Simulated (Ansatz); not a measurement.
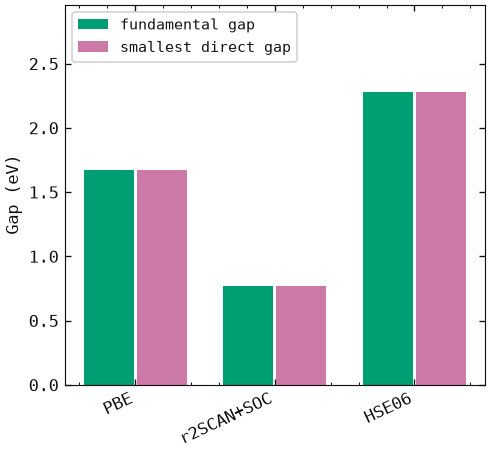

Gaps of CsPbBr$_{3}$, space group Pm-3m, 5 atoms in the cell, cubic perovskite type, at several levels of theory on one cell (Ansatz, plane waves and PAW; edges over the mesh and the special points).

How does the gap depend on the level, and does its kind change?

In rising order: r2SCAN+SOC 0.77 eV, PBE 1.67 eV and HSE06 2.28 eV. It is direct at every level.
